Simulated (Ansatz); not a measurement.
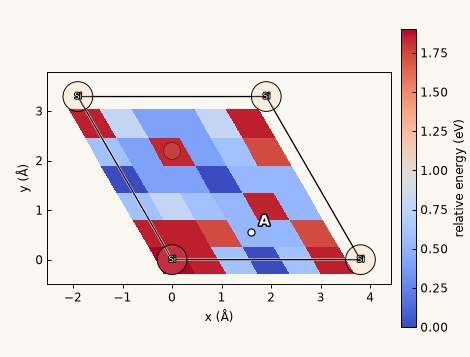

N on a Si(001) slab cut from the P6_3/mmc phase, its upper half relaxed before the scan (6 atoms of substrate and one adsorbate in a 1 × 1 cell). N is moved over the surface cell; relaxed at each place: the height of the adsorbate's atoms; substrate rigid; the origin of the map has the adsorbate above Si6. Places are given modulo a cell vector. The map is drawn in real space over the plane of the surface. The scan uses a 6 × 6 grid; 10 points were computed and 26 follow by symmetry. Energies are in eV, from the lowest grid point. At some places the adsorbate sinks to or below the level of the top layer. The magnetic moment jumps between some neighbouring points. With one adsorbate in each 1 × 1 cell, its nearest image is 3.8 Å away, so neighbouring adsorbates interact. Level of theory: DFT LDA, scalar-relativistic, plane waves, PAW (Ansatz). Settings: cutoff 420 eV, k-mesh 9×9×1, gaussian smearing 0.05 eV, spin-polarised.

Drawn: one coloured cell a grid point, labelled circles for the atoms of the top layer and small ones for the second layer, the outline of one cell of the plane, the point A.

Is A at rest? If not, where is it pushed?

Answer. A, at (3/6, 1/6) of the cell vectors, is not a stationary point. The computed force is 2.2 eV/Å in the plane, pointing down in the picture (components 0.7 and −2.1 eV/Å).
